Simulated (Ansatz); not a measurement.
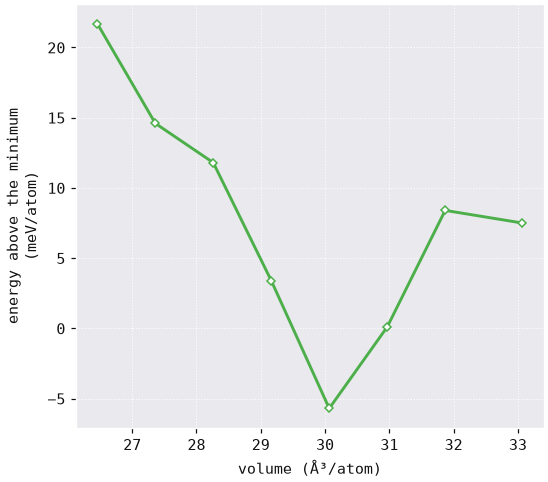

The picture above shows the energy above the minimum against volume.

How it was computed, with Ansatz 0.2.0: third-order Birch-Murnaghan fit to density functional energies at scaled volumes of the given relaxed cell, shape and atoms relaxed at each volume; energies count from the fitted minimum; plane waves with PAW datasets, Γ-centred k mesh. Level: PBE with D3(BJ), no spin polarisation.

**For which of these solids was it computed?**
A. TlCl, Pm-3m (No. 221)
B. Li, Im-3m (No. 229)
C. Cl, Cmce (No. 64)

A, TlCl: energy above the minimum from −5.7 meV/atom to 21.7 meV/atom, V0 30.64 Å³/atom, B0 15.8 GPa. The others give: Cl, energy above the minimum from 0.0 meV/atom to 13.3 meV/atom, V0 27.15 Å³/atom, B0 7.52 GPa; Li, energy above the minimum from 0.0 meV/atom to 15.1 meV/atom, V0 18.33 Å³/atom, B0 15.7 GPa.

For Cl, limits of the calculation: lies under the reference phase in this functional.

For TlCl, limits of the calculation: poor fit; pressure derivative unusual.
